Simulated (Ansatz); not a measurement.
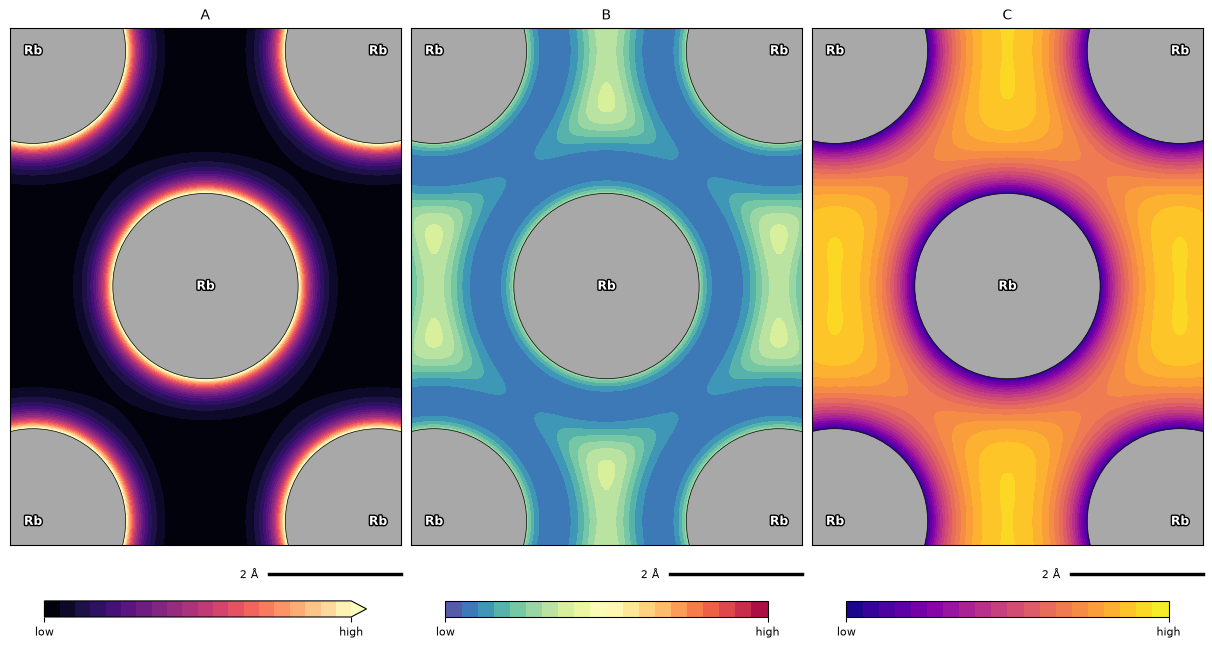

Rb: 3 fields on the (101) plane of the conventional cell, with unlabelled colour scales. Grey discs cover the atomic cores.

Space group I4/mmm; computed without spin polarisation.

Theory: Ansatz 0.2.0, DFT LDA, scalar-relativistic, plane waves, PAW.

**Which field does each panel show? The fields are: electron localisation function, electrostatic potential energy of an electron and valence pseudo-density.**

Panel A: valence pseudo-density. Panel B: electron localisation function. Panel C: electrostatic potential energy of an electron (low next to the atoms, rising into the space between them). From the grid: Rb–Rb (4.41 Å): the density is about 0.02 e/Å³ at the midpoint; the ELF is about 0.10 at the midpoint; no localised pair shows between them.
